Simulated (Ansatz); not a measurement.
The calculation's input:

```
crystal:
  lattice:
    - [4.5820006928, 0.0, 0.0]
    - [-2.2910003464, 3.9681290001, 0.0]
    - [0.0, 0.0, 7.244]
  atoms:
    - { symbol: Mg, position: [0.3333333333, 0.6666666667, 0.63] }
    - { symbol: Mg, position: [0.6666666667, 0.3333333333, 0.37] }
    - { symbol: Mg, position: [0.0, 0.0, 0.0] }
    - { symbol: Sb, position: [0.3333333333, 0.6666666667, 0.235] }
    - { symbol: Sb, position: [0.6666666667, 0.3333333333, 0.765] }
basis:
  ecutwfc: 420
kpoints:
  mp_grid: { grid: [12, 12, 6] }
hamiltonian:
  xc: pbe
scf:
  occupations: { method: gaussian, width: 0.01 }
output:
  forces: true
  stress: true
  eigenvalues: true
  write_density: true
  write_potential: true
  elf: true
  volumetric_format: npy
relax:
  adjacent_minimum: "off"
  f_tol: 0.005
  max_steps: 80
  cell: { stress_tol: 0.05 }
```

Run with:

```sh
ansatz run input.yaml --threads 1 --pin off --max-ram 2560MiB --backend cpu --events-out ev --progress --plain --runs-dir out
```

Below, planes, directions and counts refer to the conventional cell (a = 4.59 Å, b = 4.59 Å, c = 7.27 Å, α = 90.00°, β = 90.00°, γ = 120.00°).

The fields are those of the run's last geometry, not of the input's.

Space group P-3m1.

Level of theory: DFT PBE, scalar-relativistic, plane waves, PAW (Ansatz 0.2.0).

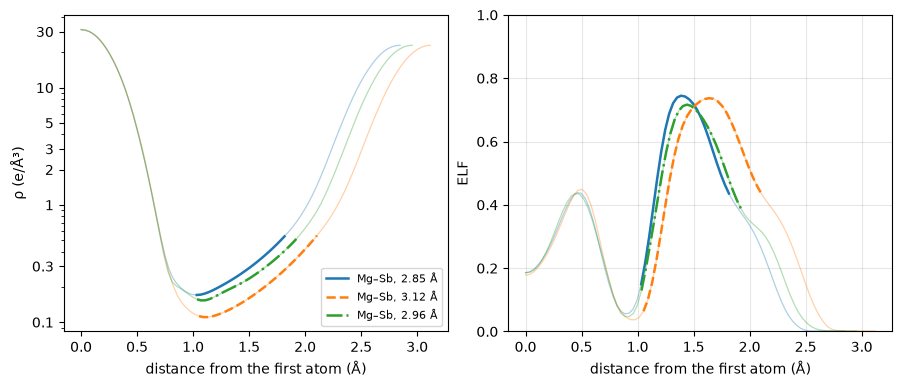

Mg₃Sb₂. Valence charge density (pseudo) and electron localisation function along straight lines between neighbouring atoms. Thin, pale parts lie inside the atomic spheres.

Core electrons are frozen (PAW), and the valence fields are smoothed inside the atomic spheres.

### Compare the contacts.

Mg–Sb (2.85 Å): the density is about 0.26 e/Å³ at the midpoint; the ELF peaks at about 0.75 in the valence shell of Sb, 1.5 Å from its nucleus, and is about 0.75 at the midpoint.
Mg–Sb (3.12 Å): ρ at the midpoint is about 0.18 e/Å³, with its minimum of 0.11 e/Å³ about 1.1 Å from Mg; the ELF peaks at about 0.75 in the valence shell of Sb, 1.5 Å from its nucleus, and is about 0.75 at the midpoint.
Mg–Sb (2.96 Å): ρ at the midpoint is about 0.23 e/Å³, with its minimum of 0.15 e/Å³ about 1.1 Å from Mg; the ELF peaks at about 0.70 in the valence shell of Sb, 1.5 Å from its nucleus, and is about 0.70 at the midpoint.
